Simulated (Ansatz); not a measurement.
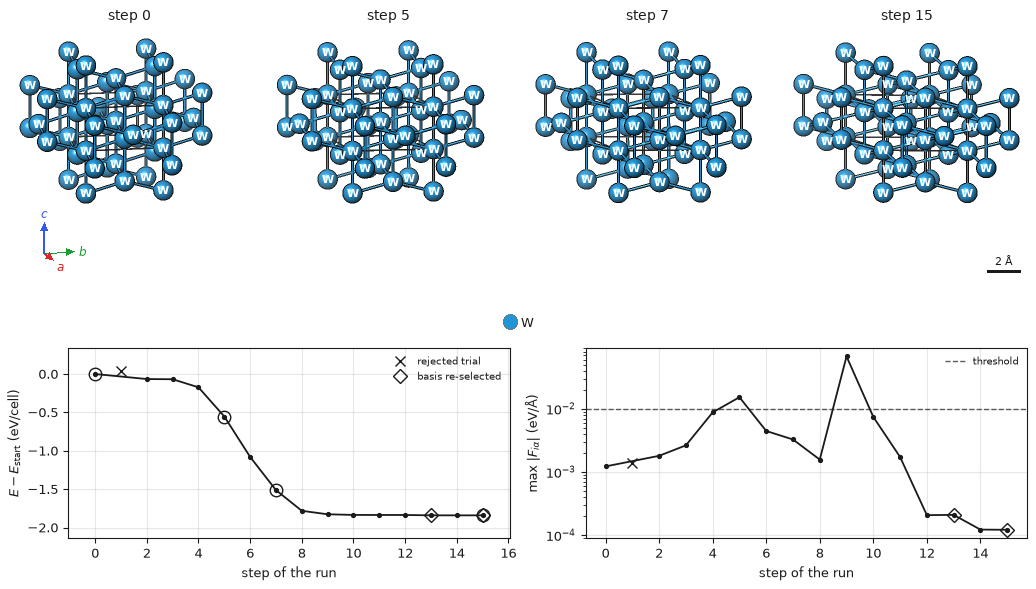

Frames of a relaxation of crystalline W (a generated structure, set up in I4_1/amd), marked on the history of the run. Style: ball-and-stick. Shown: the conventional cell (2 times the calculation's cell), slightly off an axis. Lengths and directions refer to the drawn axes.

Phase: beta-Sn type.

Computed with Ansatz 0.2.0, DFT, r2SCAN, plane waves (500 eV) with PAW, scalar-relativistic. Settings: plane-wave cutoff 500 eV; k-point mesh 13 × 13 × 9; occupations fermi dirac; smearing width 0.1 eV; no spin polarisation; cell and atoms relaxed; force threshold 0.01 eV/Å; at most 60 steps.

Describe the path.

Answer. The atoms keep their places relative to the cell (all moves are under 0.005 Å). The drawn cell changes as follows: a = b 4.958 → 5.247 Å (+5.8 %), c 2.707 → 2.678 Å (−1.1 %), γ 90.0° → 61.8°; the volume changes by −2.4 %. Among the contacts that change: W–W 3.758 → 3.008 Å, W–W 2.570 → 2.708 Å, W–W 3.205 → 3.305 Å, W–W 2.707 → 2.678 Å. Among the angles between lasting bonds that change: W–W–W 94.0° → 67.5°, W–W–W 94.0° → 120.3°. The space group (tolerance 0.01 Å) goes from I4_1/amd (No. 141) to Fddd (No. 70). Over 12 accepted moves (15 points after the start) the energy falls by 1.841 eV per cell of the calculation. The largest force component goes from 0.0012 to 0.00012 eV/Å. The pressure goes from 10.83 to 0.01 GPa. The line search rejected the trial step at point 1 of the run. The SCF was repeated twice at an unchanged geometry on a basis and grid sized afresh for the cell, which shifted the energy by 4.9 meV per cell of the calculation at most. Cost: 8.8 min on 1 thread of Intel(R) Xeon(R) Platinum 8259CL CPU @ 2.50GHz (Skylake/Cascade Lake) (shared host), peak memory 0.84 GiB. From step 0 to 5: volume +3.6 %, energy −0.553 eV per cell of the calculation. From step 5 to 7: volume −3.8 %, energy −0.959 eV per cell of the calculation. From step 7 to 15: volume −2.1 %, energy −0.328 eV per cell of the calculation.
